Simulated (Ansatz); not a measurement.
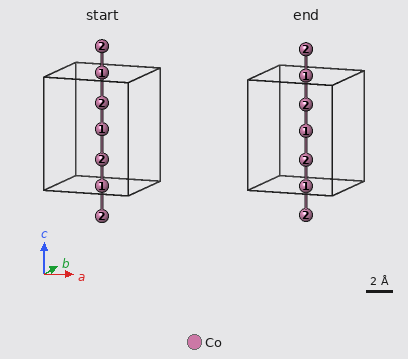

The structure of a wire of composition Co before (left) and after (right) a relaxation, at one scale.

Style: ball-and-stick. Shown: the 2 repeat of the cell, with the vacuum cut short, slightly off an axis.

Case: dimerised chain of atoms.

The calculation used DFT PBE, scalar-relativistic, plane waves, PAW (Ansatz). Set-up: plane-wave cutoff 420 eV; k-point mesh 1 × 1 × 15; occupations gaussian; smearing width 0.05 eV; collinear spin; cell relaxed at fixed a, b, alpha, beta, gamma; force threshold 0.01 eV/Å; at most 45 steps.

Q: Describe what moved and what it gained.

A: The energy falls by 20.5 meV per cell of the calculation in 5 accepted moves (6 points after the start). Largest force component: 0.094 eV/Å at the start, 0.00077 eV/Å at the end. At 1 point the geometry stayed and the basis and grid were re-selected for the new cell (energy shift of 0.6 meV per cell of the calculation at most each time). The largest moves relative to the layer's centre, 0.025 Å, are those of Co1 and Co2. Along the periodic axis the drawn cell goes c 8.919 → 8.704 Å (−2.4 %). Some distances before and after: Co1–Co2 2.386 → 2.278 Å.

Limits of the set-up: the k-point mesh is coarse for a cell with partly filled bands.
